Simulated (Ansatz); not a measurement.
**Energy of TiO$_{2}$ along an even scaling of the cell**

System: TiO$_{2}$ (P4₂/mnm, 6 atoms in the cell).
Method: Kohn-Sham DFT of a periodic cell, PBE, Ansatz PAW earlier set, no spin polarisation (Ansatz 0.2.0).

The 6 runs differ only in the geometry, by an even scaling of the cell at fixed fractional positions. The structure derives from a Materials Project entry.

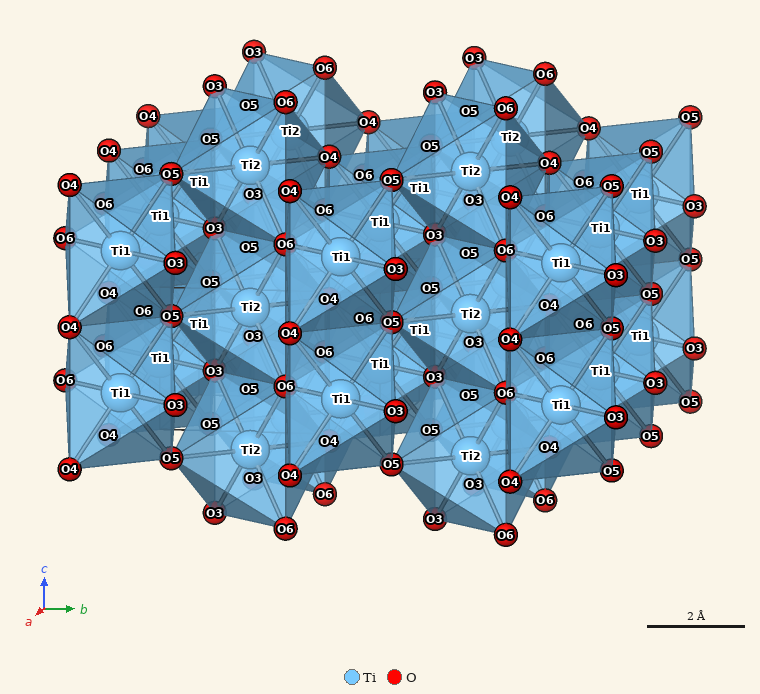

Figure 1. The structure of run 4 (polyhedral view of the cell of the calculation, repeated 2 × 2 × 2, seen slightly off an axis; polyhedra are completed across the faces of the cell; atoms are numbered from 1 in the order of the input).

**Input of run 4**
```yaml
crystal:
  lattice:
    - [4.6303007105, 0.0, 0.0]
    - [0.0, 4.6303007105, 0.0]
    - [0.0, 0.0, 2.9788115719]
  atoms:
    - { symbol: Ti, position: [0.0, 0.0, 0.5] }
    - { symbol: Ti, position: [0.5, 0.5, 0.0] }
    - { symbol: O, position: [0.30432132, 0.30432132, 0.5] }
    - { symbol: O, position: [0.19567868, 0.80432132, 0.0] }
    - { symbol: O, position: [0.80432132, 0.19567868, 0.0] }
    - { symbol: O, position: [0.69567868, 0.69567868, 0.5] }
hamiltonian:
  xc: pbe
  pseudopotentials: { kind: paw, source: ansatz }
kpoints:
  mp_grid: { grid: [6, 6, 9] }
scf:
  occupations: { method: fermi_dirac, width: 0.05 }
output:
  forces: true
  stress: true
  eigenvalues: true
```

Command:
```bash
ansatz run input.yaml --threads 2 --pin off --max-ram 5120MiB --backend cpu --events-out ev --progress --plain --runs-dir out
```

Run 3 differs from it as follows:
```diff
-    - [4.6303007105, 0.0, 0.0]
-    - [0.0, 4.6303007105, 0.0]
-    - [0.0, 0.0, 2.9788115719]
+    - [4.5689650023, 0.0, 0.0]
+    - [0.0, 4.5689650023, 0.0]
+    - [0.0, 0.0, 2.9393524679]
```

**Results, with one run withheld**

| run | volume per atom (Å³) | free energy per atom, from the lowest run given (meV) | pressure (GPa) | gap on the mesh (eV) |
| --- | --- | --- | --- | --- |
| 1 | 9.809 | 51.18 | 21.58 | 2.01 |
| 2 | 10.018 | 27.31 | 15.19 | 1.96 |
| 3 | 10.227 | ? | ? | ? |
| 4 | 10.644 | 0.00 | −0.41 | 1.81 |
| 5 | 10.853 | 3.32 | −4.61 | 1.76 |
| 6 | 11.062 | 11.84 | −8.40 | 1.72 |

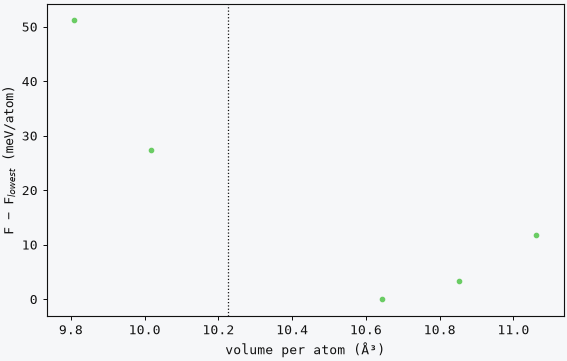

Figure 2. Free energy per atom of the runs given; the dotted line marks run 3.

What should run 3 give?

A cubic polynomial in V^(−2/3) (the Birch–Murnaghan form), fitted to the 5 runs given, misses them by at most 0.01 meV per atom. With x = V^(−2/3) − 0.20910 Å⁻², it reads F = 1.9016 + 1746 x + 3.9784e+05 x² + 2.1667e+05 x³ (meV per atom). At run 3 it gives 11.33 meV per atom, and the run itself gives 11.33. The slope of the fit gives a pressure −dF/dV of 9.43 GPa there, and the run prints 9.44 GPa. The fit has its minimum at 10.626 Å³ per atom, where V d²F/dV² gives 227 GPa. Cell shape and fractional positions are held, so this is the stiffness under even scaling; the relaxed bulk modulus wasn't computed. The gap on the mesh goes, without turning, from 2.01 eV in run 1 to 1.72 eV in run 6; run 3 has 1.91 eV. These are gaps of this functional on this mesh, which can miss the band edges; they aren't the measured gap.

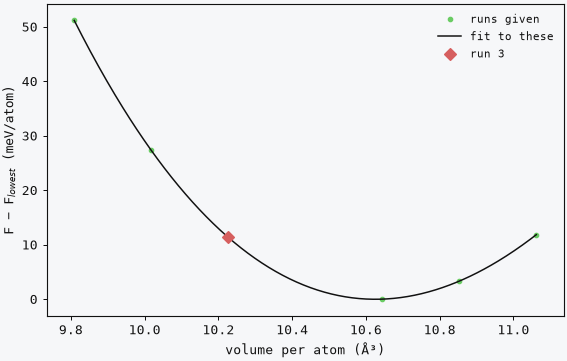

Figure 3. The fit and the withheld run.

**Output, shortened to warnings, some set-up lines, iterations and results (run 3)**
```
Basis set: ecut = 930 eV, 4011 PW (Γ), exchange–correlation on 108×108×72 points (8 copies of the dense FFT grid, shifted against one another)
Symmetry: 16 space group operations
k-points: 50 of 324
Initial density: superposition of atomic densities (chi_scale 0.1, normalization cell, long waves kept (reshape's long-wave potential 0.00 eV rms))
[...]
SCF iter   1: F=—  HF=-7280.232650 eV  |F-HF|=—  |Δ(HF+E_count)|=         —  Δρ=1.42e-1  dr2=1.36e1  ethr=3.10e-3  ⟨swp⟩=5.8  Hψ=5264  notcnv=0
SCF iter   2: F=—  HF=-7277.855627 eV  |F-HF|=—  |Δ(HF+E_count)|=    2.38e0  Δρ=9.46e-2  dr2=3.18e0  ethr=3.10e-3  ⟨swp⟩=3.1  Hψ=3583  notcnv=0  defer=77
SCF iter   3: F=—  HF=-7277.411812 eV  |F-HF|=—  |Δ(HF+E_count)|=   4.44e-1  Δρ=3.07e-2  dr2=3.19e-1  ethr=3.10e-3  ⟨swp⟩=2.3  Hψ=2555  notcnv=0  defer=62
SCF iter   4: F=—  HF=-7277.473340 eV  |F-HF|=—  |Δ(HF+E_count)|=   6.15e-2  Δρ=2.05e-2  dr2=2.85e-1  ethr=6.65e-4  ⟨swp⟩=3.4  Hψ=2929  notcnv=0  defer=48
SCF iter   5: F=—  HF=-7277.439247 eV  |F-HF|=—  |Δ(HF+E_count)|=   3.41e-2  Δρ=1.16e-2  dr2=9.77e-2  ethr=5.93e-4  ⟨swp⟩=2.0  Hψ=1720  notcnv=0  defer=48
SCF iter   6: F=—  HF=-7277.421495 eV  |F-HF|=—  |Δ(HF+E_count)|=   1.78e-2  Δρ=4.62e-4  dr2=1.49e-4  ethr=2.03e-4  ⟨swp⟩=2.0  Hψ=2292  notcnv=0  defer=48
SCF iter   7: F=—  HF=-7277.421744 eV  |F-HF|=—  |Δ(HF+E_count)|=   2.49e-4  Δρ=5.22e-4  dr2=1.79e-4  ethr=3.10e-7  ⟨swp⟩=2.1  Hψ=2672  notcnv=0  defer=48
SCF iter   8: F=—  HF=-7277.421725 eV  |F-HF|=—  |Δ(HF+E_count)|=   1.90e-5  Δρ=7.00e-5  dr2=3.42e-6  ethr=3.10e-7  ⟨swp⟩=2.1  Hψ=1966  notcnv=0  defer=48
SCF iter   9: F=—  HF=-7277.421742 eV  |F-HF|=—  |Δ(HF+E_count)|=   1.61e-5  Δρ=9.62e-6  dr2=4.69e-8  ethr=2.08e-10  ⟨swp⟩=8.0  Hψ=8126  notcnv=0
SCF iter  10: F=-7277.421742 eV  HF=-7277.421742 eV  |F-HF|=2.04e-10  |Δ(HF+E_count)|=   1.19e-8  Δρ=1.26e-6  dr2=4.35e-10  ethr=9.78e-11  ⟨swp⟩=1.7  Hψ=4793  notcnv=0
SCF 1 converged in 10 iterations: F = -7277.421742 eV  dr2 = 4.35e-10
SCF converged after 10 iterations
Free energy (F): -7277.421742 eV
Harris-Foulkes:  -7277.421742 eV  (|F-HF|=2.04e-10)
Internal energy: -7277.421742 eV  (E = F + TS)
E sigma→0 (E₀):  -7277.421742 eV
Fermi energy:    10.247926 eV
--- Per-component energies (eV) ---
  E_band       = -383.115175
  E_kinetic    = 1943.282046
  E_local      = -4500.205469  (includes V_loc(G=0)·N_el)
  E_nonlocal   = 950.729958
  E_hartree    = 1195.408046
  E_xc         = -706.811513
  E_vxc        = -915.095477  (∫ρ·V_xc dr)
  E_paw        = -2542.451173  (= ΣΔE_a)
  E_vpaw       = -252.642327  (= ΣTr[D̂ρ^β])
  E_aug_tail   = -0.000015  (compensation charges beyond the density's cutoff)
  E_ewald      = -3617.373620
  E_smearing   = -0.000000  (= −TS)
  E_closure    = -0.000000  (closes the sum)
  Σ components = -7277.421742   (vs F -7277.421742, Δ=0.00e0)
--- Forces (eV/Å), atoms counted from 1 ---
  atom   1  Ti     0.00000000    -0.00000000     0.00000000
  atom   2  Ti     0.00000000     0.00000000     0.00000000
  atom   3  O     -0.06546628    -0.06546628     0.00000000
  atom   4  O      0.06546628    -0.06546628     0.00000000
  atom   5  O     -0.06546628     0.06546628     0.00000000
  atom   6  O      0.06546628     0.06546628     0.00000000
  max |Σ_I F_I| component: 2.78e-17 eV/Å
--- Stress (GPa, compression-positive) ---
        9.293588       0.000000       0.000000
        0.000000       9.293588       0.000000
        0.000000       0.000000       9.741117
  P = ⅓ Tr σ = 9.4428 GPa (94.428 kbar)
```
